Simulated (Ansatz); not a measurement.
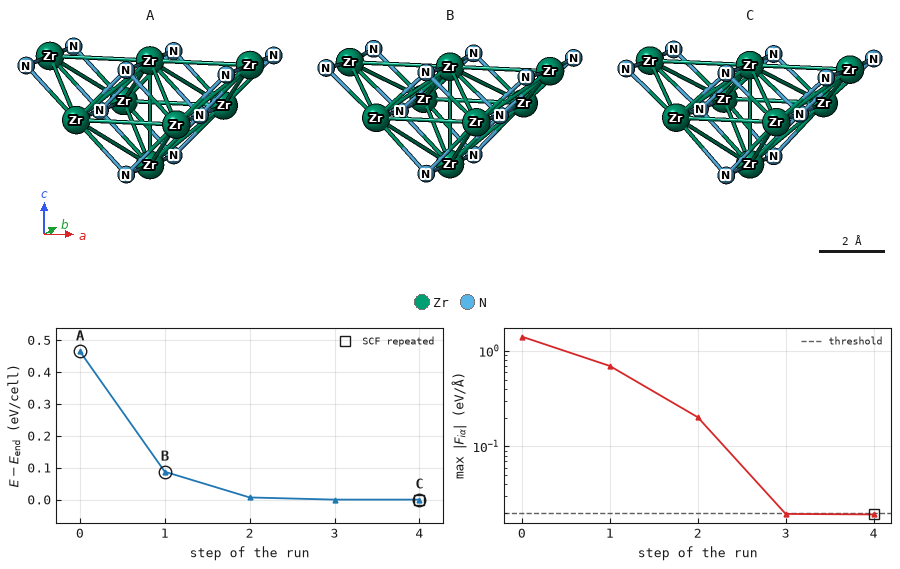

Frames of a relaxation of a slab of composition ZrN (cut from the Fm-3m phase), marked on the history of the run. Style: ball-and-stick. Shown: the atoms within 4.2 Å of the atom that moves most (axes of the 2 × 2 repeat of the cell, outlined in the plane, without the vacuum), slightly off an axis.

Case: (1 1 0) slab, atoms relaxed. The slab is the (1 1 0) face of ZrN.

Method: Ansatz 0.2.0, DFT PBE, scalar-relativistic, plane waves, PAW. (plane-wave cutoff 420 eV; k-point mesh 11 × 8 × 1; occupations gaussian; smearing width 0.1 eV; no spin polarisation; dipole correction; atoms relaxed in a fixed cell; force threshold 0.02 eV/Å; at most 60 steps)

### Describe the path.

The largest moves, 0.14 Å, are those of Zr atoms. Largest moves by element: Zr 0.14 Å, N 0.09 Å. The cell doesn't change. Some distances before and after: Zr–Zr 3.249 → 3.083 Å, N–Zr 2.297 → 2.171 Å, Zr–Zr 3.249 → 3.145 Å, N–Zr 2.297 → 2.371 Å. The energy falls by 0.464 eV per cell of the calculation in 3 accepted moves (4 points after the start). Largest force component: 1.4 eV/Å at the start, 0.019 eV/Å at the end. 1 step only repeated the SCF at the same geometry. The run took 3.3 min on 1 thread of Oxide Virtual Turin-like Processor (Zen 5), with other jobs on the host, peak memory 0.98 GiB. From step 0 to 1: Zr atoms move most (0.19 Å), energy −0.377 eV per cell of the calculation. From step 1 to 4: N atoms move most (0.06 Å), energy −87.4 meV per cell of the calculation.

```tsv
step	E − E(0), meV/atom	largest force component, eV/Å	note
0	0.00	1.4106	
1	-26.93	0.6957	
2	-32.69	0.2022	
3	-33.18	0.0197	
4	-33.18	0.0194	same geometry, SCF repeated
```

Limits of the set-up: the cell has an odd number of electrons but was run without spin polarisation.
